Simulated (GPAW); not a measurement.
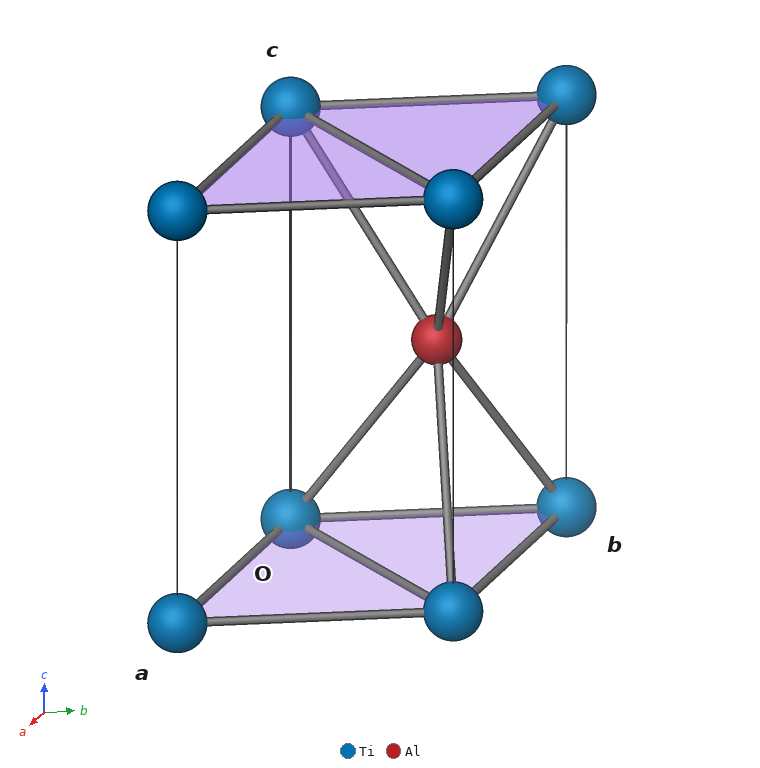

For TiAl, a cell listed in the Materials Project, as set up for an electronic-structure calculation: every member of one family of equally spaced planes, hx + ky + lz = a whole number, that cuts the unit cell is shaded (one member passes through the origin O). All values are computed from the atomic coordinates in the standard setting (tolerance 0.002 Å).

a = 2.867 Å, b = 2.867 Å, c = 4.678 Å, α = 90.00°, β = 90.00°, γ = 120.00°.

**Which (hkl) family is drawn?**

(0 0 1), in four indices (0 0 0 1); the opposite sign names the same planes. The member next to the origin meets the axes a never, b never, c at 1.

**What is the spacing?**

d = 4.678 Å.

**Which atoms of the cell lie in these planes (within 0.03 Å)?**

The Ti atom.

**The space group is No. 187, P-6m2. How many reflections hkl are equivalent to this one (itself included), and does it occur?**

2 reflections are equivalent in the Laue class 6/mmm. The space group allows the reflection.
